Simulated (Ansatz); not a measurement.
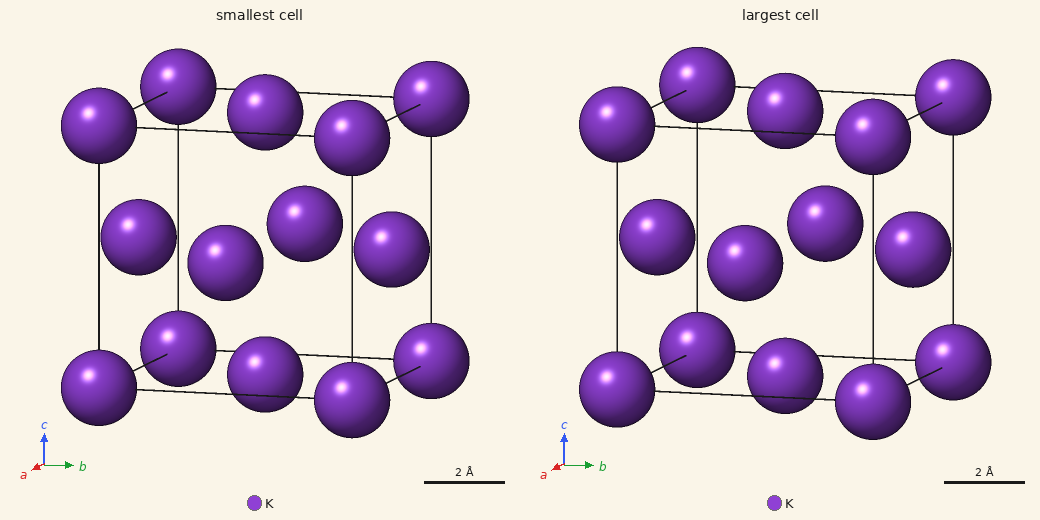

K, face-centred cubic (Cu type), space group Fm-3m (No. 225), relaxed (cell and atoms, zero pressure) with five choices of dispersion term on top of r2SCAN; the smallest and the largest of the relaxed conventional cells are drawn to one scale (sticks follow a distance rule). The start was a structure listed in the Materials Project. This isn't the form of K at room conditions, which is bcc.

Alike in all runs: Ansatz 0.2.0; functional r2SCAN; potentials Ansatz PAW; cutoff 500 eV; k mesh 7 × 7 × 7 on the run's cell of 1 atom; occupations fermi-dirac, width 0.05 eV; no spin polarisation; no spin-orbit coupling. All runs are metallic.

| level | volume (Å³/atom) | a (Å) |
| --- | --- | --- |
| rVV10 | 74.54 | 6.681 |
| none | 76.45 | 6.737 |
| D3(BJ)-ATM | 74.23 | 6.671 |
| D3(BJ) | ? | ? |
| D4 | 75.48 | 6.709 |

> What does D3(BJ) give?

Volume 73.97 Å³/atom; a 6.663 Å. That is the smallest volume of all.

> Order the levels by the relaxed volume, smallest first.

D3(BJ) (73.97 Å³/atom), D3(BJ)-ATM (74.23 Å³/atom), rVV10 (74.54 Å³/atom), D4 (75.48 Å³/atom), none (76.45 Å³/atom). Rows within a few tenths of a per cent can't be told apart.

Caveat: the plane-wave basis is chosen anew once the cell has moved, so the energies of steps on either side of that aren't comparable; the potentials were made with another functional, which shifts all volumes alike; pairwise dispersion terms can overbind metals strongly.
